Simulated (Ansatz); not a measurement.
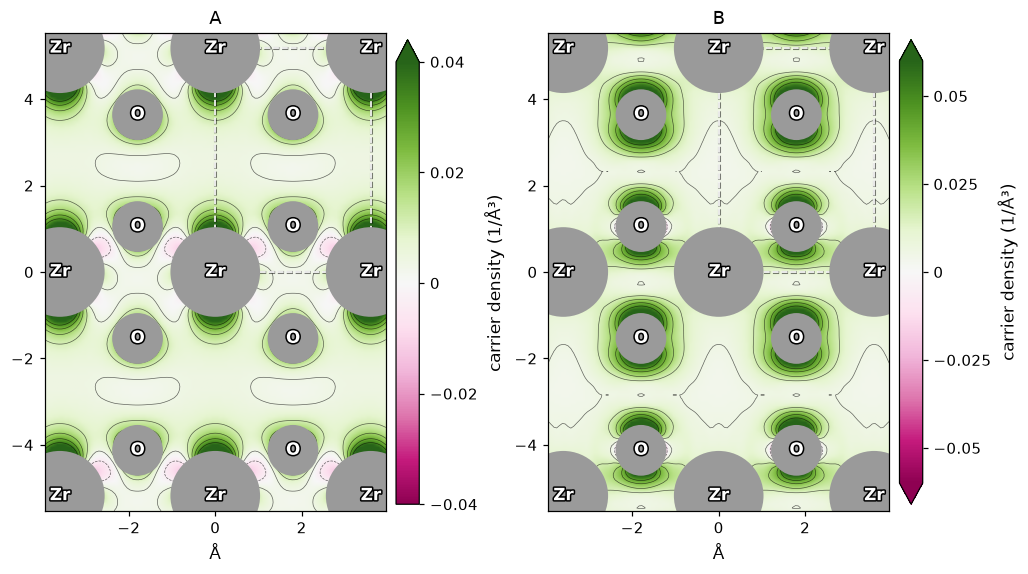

ZrO2, doped once with holes and once with electrons (0.25 e in the calculation's cell of 6 atoms, uniform background, atoms fixed). Each panel shows the carrier's density (positive where it sits) on the (100) plane of the conventional cell; grey discs cover the cores. Cores are masked to 1.0 Å (Zr) and 0.6 Å (O).

Space group P4_2/nmc. This isn't the usual form at ambient conditions.

The calculation used Ansatz, DFT r2SCAN, scalar-relativistic, plane waves, PAW.

**Which panel shows the hole and which the electron?**

A is the electron: outside the cores it is densest at the edge of the masked core of Zr; it divides as Zr about 50 % and O about 50 %. B is the hole: outside the cores it is densest at the edge of the masked core of O; it divides as O about 80 % and Zr about 20 %. Shares are sums over atomic cells sized by the Bader volumes, which fill 30 % (Zr) and 70 % (O) of the cell, so only an excess over these marks a preference; they are shares of the net change, screening included, and the band-edge orbitals themselves can be more concentrated.
